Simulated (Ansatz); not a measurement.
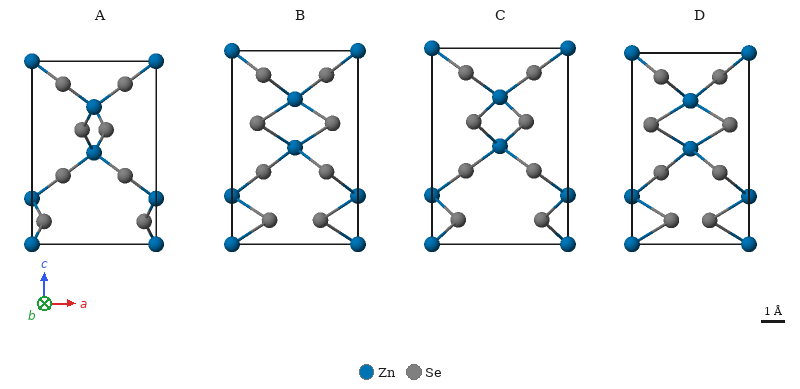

4 geometries from one relaxation of crystalline ZnSe$_{2}$ (built on the SiO2-122 type type), in shuffled order. The picture is a ball-and-stick view of the conventional cell (2 times the calculation's cell), seen along the b axis. Lengths and directions refer to the drawn axes.

Computed with Ansatz 0.2.0, DFT, PBEsol, plane waves, PAW. Set-up: plane-wave cutoff 420 eV; k-point mesh 6 × 6 × 6; occupations fermi dirac; smearing width 0.03 eV; no spin polarisation; cell and atoms relaxed; force threshold 0.01 eV/Å; at most 120 steps.

Put them in the order of the run, from the start to the converged end.

A, C, B, D. They are steps 0, 3, 6, 13, at +4387 meV per atom, +500 meV per atom, +96.7 meV per atom relative to the last. The largest moves relative to the cell, 1.27 Å, are those of Se atoms. Zn stays in place. The drawn cell changes as follows: a = b 5.599 → 5.277 Å (−5.7 %), c 8.262 → 8.630 Å (+4.5 %); the volume changes by −7.2 %. Some distances before and after: Se–Se 5.312 → 3.151 Å, Se–Se 3.002 → 4.428 Å, Se–Se 4.287 → 3.101 Å, Se–Se 2.962 → 3.802 Å. Among the angles between lasting bonds that change: Zn–Se–Zn 145.4° → 87.6°, Se–Zn–Se 110.9° → 128.0°, Se–Zn–Se 108.7° → 101.1°. The space group stays I-42d (No. 122). After 11 accepted moves (13 points after the start) the energy has fallen by 4387 meV per atom. Largest force component: 10 eV/Å at the start, 0.00017 eV/Å at the end. Pressure: 100.12 GPa at the start and 0.00 GPa at the end. At 2 points the geometry stayed and the basis and grid were re-selected for the new cell (energy shift of 0.3 meV per atom at most each time).
